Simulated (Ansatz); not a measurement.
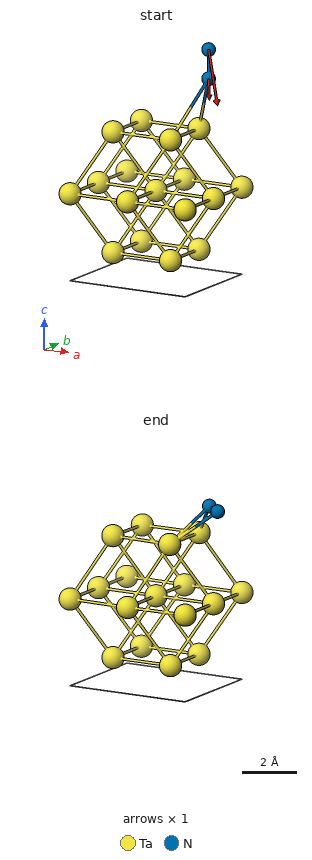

The structure of a slab of composition Ta6N (cut from the Im-3m phase) before (top) and after (bottom) a constrained relaxation, at one scale. The red arrows give the displacements, at their true length.

Style: ball-and-stick. Shown: the cell of the calculation, outlined in the plane, without the vacuum, slightly off an axis.

Case: N2 put at a hollow Ta-Ta-Ta site. The slab is the (1 1 0) face of Ta with N2 on it. 4 atoms are held fixed.

All numbers below come from DFT PBE+D3(BJ), scalar-relativistic, plane waves, PAW in Ansatz 0.2.0. Settings: plane-wave cutoff 420 eV; k-point mesh 6 × 6 × 1; occupations gaussian; smearing width 0.1 eV; no spin polarisation; dipole correction; atoms relaxed in a fixed cell; force threshold 0.03 eV/Å; at most 70 steps.

### Describe what moved and what it gained.

The energy falls by 3.174 eV per cell of the calculation in 15 geometry steps. Largest force component: 3.5 eV/Å at the start, 0.016 eV/Å at the end. The atom that moves furthest is an N atom (2.40 Å at 37° to the normal (−c side)). Largest moves by element: N 2.40 Å, Ta 0.05 Å. The cell doesn't change. Among the contacts that change: N–Ta 4.468 → 2.058 Å, N–Ta 3.697 → 2.211 Å, N–Ta 2.791 → 2.211 Å, N–Ta 2.625 → 2.057 Å. New bonds form, among them: N–Ta (3.70 → 2.21 Å), N–Ta (4.47 → 2.06 Å). Bond angles that change, for instance: Ta–N–N 139.4° → 72.5°, Ta–N–Ta 72.1° → 98.6°, Ta–N–Ta 63.3° → 83.4°.

Limits of the set-up: the periodic images lie only 5.7 Å apart, so the values are limited by the cell's size.
